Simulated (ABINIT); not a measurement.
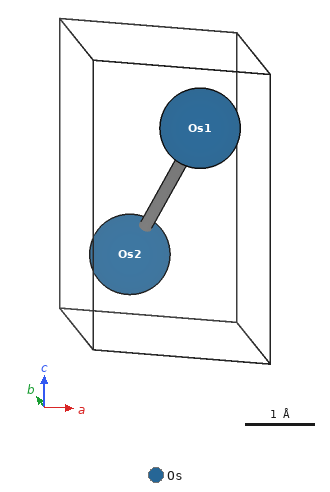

Figure 1. The structure (ball-and-stick view of the cell of the calculation, seen slightly off an axis; atoms are numbered from 1 in the order of the input). An atom can appear more than once, as a periodic image. Near neighbours in the periodic cell (some may lie outside the picture): Os has 12 Os at 2.68 to 2.73 Å.

**Os: optical-spectrum calculation (part 1 of 2)**

The run: optical-spectrum calculation of Os (P6₃/mmc, 2 atoms in the cell). Method and program: Kohn-Sham DFT of a periodic cell, PBEsol, PseudoDojo NC SR PBEsol v0.4.1 standard, no spin polarisation (ABINIT 10.8.3).

The structure derives from an entry of the Crystallography Open Database.

### Input
```
ndtset 3

pp_dirpath "./"
pseudos "Os.upf"

acell 3*1.0
rprim
     5.1667001973     0.0000000000     0.0000000000
    -2.5833500987     4.4744936247     0.0000000000
     0.0000000000     0.0000000000     8.1630499405
ntypat 1
znucl 76
natom 2
typat 1 1
xred
            2/3            1/3            3/4
            1/3            2/3            1/4

ecut 897.975746 eV

ngkpt 18 18 10
nshiftk 1
shiftk 0.0 0.0 0.5
istwfk *1

ixc -116133

occopt 6
tsmear 0.00367493

nstep 80

iomode 3
prteig 0
prtebands 0

nband1 20
tolvrs1 1.0e-12
prtden1 1
prtwf1 0
kptopt1 1

iscf2 -3
getden2 1
nband2 32
nbdbuf2 4
tolwfr2 1.0e-12
nstep2 120
prtden2 0
kptopt2 1

optdriver3 8
wfk_task3 "wfk_optics_fullbz"
getwfk3 2
nband3 28
kptopt3 1
prtevk3 1
inclvkb3 2
```

### File optic.abi
```
&FILES
 ddkfile_1 = 'runo_DS3_1_EVK.nc',
 ddkfile_2 = 'runo_DS3_2_EVK.nc',
 ddkfile_3 = 'runo_DS3_3_EVK.nc',
 wfkfile = 'runo_DS3_WFK.nc'
/
&PARAMETERS
 broadening = 0.003675,
 domega = 0.002,
 maxomega = 0.8,
 scissor = 0.000000,
 tolerance = 0.002
/
&COMPUTATIONS
 num_lin_comp = 2,
 lin_comp = 11,33,
 num_nonlin_comp = 0
/
```

Run on 4 threads of Intel Xeon (Granite Rapids), 176 GiB of memory available, shared host.

Launched with:
```bash
mpirun --bind-to none -np 4 abinit run.abi > log 2>&1
optic optic.abi > optic.log 2>&1
```

### Output
```
.Version 10.8.3 of ABINIT
 DATASET    1 : space group P6_3/m m c (#194); Bravais hP (primitive hexag.)
================================================================================
 Values of the parameters that define the memory need for DATASET  1.
     intxc =       0    ionmov =       0      iscf =       7    lmnmax =       8
     lnmax =       8     mgfft =      45  mpssoang =       4    mqgrid =    3001
     natom =       2  nloc_mem =       1    nspden =       1   nspinor =       1
    nsppol =       1      nsym =      24    n1xccc =    2501    ntypat =       1
    occopt =       6   xclevel =       2
       mpw =        1743          nfft =       40500          nkpt =         185
================================================================================
================================================================================

 DATASET    2 : space group P6_3/m m c (#194); Bravais hP (primitive hexag.)
================================================================================
 Values of the parameters that define the memory need for DATASET  2.
     intxc =       0    ionmov =       0      iscf =      -3    lmnmax =       8
     lnmax =       8     mgfft =      45  mpssoang =       4    mqgrid =    3001
     natom =       2  nloc_mem =       1    nspden =       1   nspinor =       1
    nsppol =       1      nsym =      24    n1xccc =    2501    ntypat =       1
    occopt =       6   xclevel =       2
       mpw =        1743          nfft =       40500          nkpt =         185
================================================================================
================================================================================

 DATASET    3 : space group P6_3/m m c (#194); Bravais hP (primitive hexag.)
================================================================================
 Values of the parameters that define the memory need for DATASET  3.
     intxc =       0    ionmov =       0      iscf =       7    lmnmax =       8
     lnmax =       8     mgfft =      45  mpssoang =       4    mqgrid =    3001
     natom =       2  nloc_mem =       1    nspden =       1   nspinor =       1
    nsppol =       1      nsym =      24    n1xccc =    2501    ntypat =       1
    occopt =       6   xclevel =       2
       mpw =        1743          nfft =       40500          nkpt =         185
================================================================================
================================================================================

--------------------------------------------------------------------------------
------------- Echo of variables that govern the present computation ------------
--------------------------------------------------------------------------------
 -outvars: echo values of preprocessed input variables --------
            acell      1.0000000000E+00  1.0000000000E+00  1.0000000000E+00 Bohr
              amu      1.90200000E+02
             ecut      3.30000000E+01 Hartree
           getden1          0
           getden2          1
           getden3          0
           getwfk1          0
           getwfk2          0
           getwfk3          2
             iscf1          7
             iscf2         -3
             iscf3          7
              ixc     -116133
           jdtset        1    2    3
                       outvar_i_n : Printing only first  50 k-points.
         kptrlatt       18    0    0      0   18    0      0    0   10
          kptrlen      8.16304994E+01
            natom           2
            nband1         20
            nband2         32
            nband3         28
           nbdbuf1          0
           nbdbuf2          4
           nbdbuf3          0
           ndtset           3
            ngfft          30      30      45
             nkpt         185
            nstep1         80
            nstep2        120
            nstep3         80
             nsym          24
           ntypat           1
                       prtocc : prtvol=0, do not print more k-points.
                       prtocc : prtvol=0, do not print more k-points.
                       prtocc : prtvol=0, do not print more k-points.
           occopt           6
        optdriver1          0
        optdriver2          0
        optdriver3          8
           prtden1          1
           prtden2          0
           prtden3          1
        prtebands           0
           prteig           0
           prtevk1          0
           prtevk2          0
           prtevk3          1
            prtwf1          0
            prtwf2          1
            prtwf3          1
            rprim      5.1667001973E+00  0.0000000000E+00  0.0000000000E+00
                      -2.5833500987E+00  4.4744936247E+00  0.0000000000E+00
                       0.0000000000E+00  0.0000000000E+00  8.1630499405E+00
           shiftk      0.00000000E+00  0.00000000E+00  5.00000000E-01
          spgroup         194
           tolvrs1     1.00000000E-12
           tolvrs2     0.00000000E+00
           tolvrs3     0.00000000E+00
           tolwfr1     0.00000000E+00
           tolwfr2     1.00000000E-12
           tolwfr3     0.00000000E+00
           tsmear      3.67493000E-03 Hartree
            typat      1  1
         wfk_task1          0
         wfk_task2          0
         wfk_task3          7
                       outvars : Printing only first  50 k-points.
           xangst      1.3670499991E+00  7.8926668497E-01  3.2397749978E+00
                      -1.7639096567E-11  1.5785333699E+00  1.0799249993E+00
            xcart      2.5833500986E+00  1.4914978749E+00  6.1222874554E+00
                      -3.3333061620E-11  2.9829957498E+00  2.0407624851E+00
             xred      6.6666666667E-01  3.3333333333E-01  7.5000000000E-01
                       3.3333333333E-01  6.6666666667E-01  2.5000000000E-01
            znucl       76.00000

================================================================================

 chkinp: Checking input parameters for consistency, jdtset=   1.

 chkinp: Checking input parameters for consistency, jdtset=   2.

 chkinp: Checking input parameters for consistency, jdtset=   3.

================================================================================
== DATASET  1 ==================================================================

--- !DatasetInfo
iteration_state: {dtset: 1, }
dimensions: {natom: 2, nkpt: 185, mband: 20, nsppol: 1, nspinor: 1, nspden: 1, mpw: 1743, }
cutoff_energies: {ecut:  33.0, pawecutdg:  -1.0, }
electrons: {nelect:   3.20000000E+01, charge:   0.00000000E+00, occopt:   6.00000000E+00, tsmear:   3.67493000E-03, }
meta: {optdriver: 0, ionmov: 0, optcell: 0, iscf: 7, paral_kgb: 0, }
...

 Real(R)+Recip(G) space primitive vectors, cartesian coordinates (Bohr,Bohr^-1):
 R(1)=  5.1667002  0.0000000  0.0000000  G(1)=  0.1935471  0.1117445  0.0000000
 R(2)= -2.5833501  4.4744936  0.0000000  G(2)=  0.0000000  0.2234890  0.0000000
 R(3)=  0.0000000  0.0000000  8.1630499  G(3)=  0.0000000  0.0000000  0.1225032
 Unit cell volume ucvol=  1.8871639E+02 bohr^3
 Angles (23,13,12)=  9.00000000E+01  9.00000000E+01  1.20000000E+02 degrees

 getcut: wavevector=  0.0000  0.0000  0.0000  ngfft=  30  30  45
         ecut(hartree)=     33.000   => boxcut(ratio)=   2.08439

--- Pseudopotential description ------------------------------------------------
- pspini: atom type   1  psp file is ./Os.upf
  76.00000  16.00000  180301                  znucl, zion, pspdat
12 -116133 3 -1 1328                          pspcod,pspxc,lmax,lloc,mmax
     nproj     2     2     2     2

   1.67156818E+03                                ecore*ucvol(ha*bohr**3)
--------------------------------------------------------------------------------

================================================================================

--- !BeginCycle
iteration_state: {dtset: 1, }
solver: {iscf: 7, nstep: 80, nline: 4, wfoptalg: 0, }
tolerances: {tolvrs: 1.00E-12, }
...

     iter   Etot(hartree)      deltaE(h)  residm     vres2
 ETOT  1  -202.21165202998    -2.022E+02 3.346E-01 4.561E+01
 ETOT  2  -202.32562404756    -1.140E-01 2.346E-02 1.143E+01
 ETOT  3  -202.32883655081    -3.213E-03 2.633E-03 1.947E-03
 ETOT  4  -202.32883743624    -8.854E-07 1.013E-03 3.954E-05
 ETOT  5  -202.32883744497    -8.731E-09 2.119E-04 1.868E-06
 ETOT  6  -202.32883744559    -6.173E-10 7.970E-05 2.023E-08
 ETOT  7  -202.32883744559    -7.617E-12 2.638E-05 3.061E-11
 ETOT  8  -202.32883744559    -8.527E-14 1.328E-05 6.075E-14

 At SCF step    8       vres2   =  6.07E-14 < tolvrs=  1.00E-12 =>converged.

 Cartesian components of stress tensor (hartree/bohr^3)
  sigma(1 1)=  1.33244311E-04  sigma(3 2)=  0.00000000E+00
  sigma(2 2)=  1.33244309E-04  sigma(3 1)=  0.00000000E+00
  sigma(3 3)=  1.36645521E-04  sigma(2 1)=  5.25978447E-13

--- !ResultsGS
iteration_state: {dtset: 1, }
comment   : Summary of ground state results
lattice_vectors:
- [  5.1667002,   0.0000000,   0.0000000, ]
- [ -2.5833501,   4.4744936,   0.0000000, ]
- [  0.0000000,   0.0000000,   8.1630499, ]
lattice_lengths: [   5.16670,    5.16670,    8.16305, ]
lattice_angles: [ 90.000,  90.000, 120.000, ] # degrees, (23, 13, 12)
lattice_volume:   1.8871639E+02
convergence: {deltae: -8.527E-14, res2:  6.075E-14, residm:  1.328E-05, diffor: null, }
etotal    :  -2.02328837E+02
entropy   :   0.00000000E+00
fermie    :   6.81483466E-01
cartesian_stress_tensor: # hartree/bohr^3
- [  1.33244311E-04,   5.25978447E-13,   0.00000000E+00, ]
- [  5.25978447E-13,   1.33244309E-04,   0.00000000E+00, ]
- [  0.00000000E+00,   0.00000000E+00,   1.36645521E-04, ]
pressure_GPa:  -3.9535E+00
xred      :
- [  6.6667E-01,   3.3333E-01,   7.5000E-01, Os]
- [  3.3333E-01,   6.6667E-01,   2.5000E-01, Os]
cartesian_forces: # hartree/bohr
- [  5.21153758E-29,   1.50444131E-28,   6.75548656E-26, ]
- [ -5.21153758E-29,  -1.50444131E-28,  -6.75548656E-26, ]
force_length_stats: {min:   6.75550532E-26, max:   6.75550532E-26, mean:   6.75550532E-26, }
...

 Integrated electronic density in atomic spheres:
```
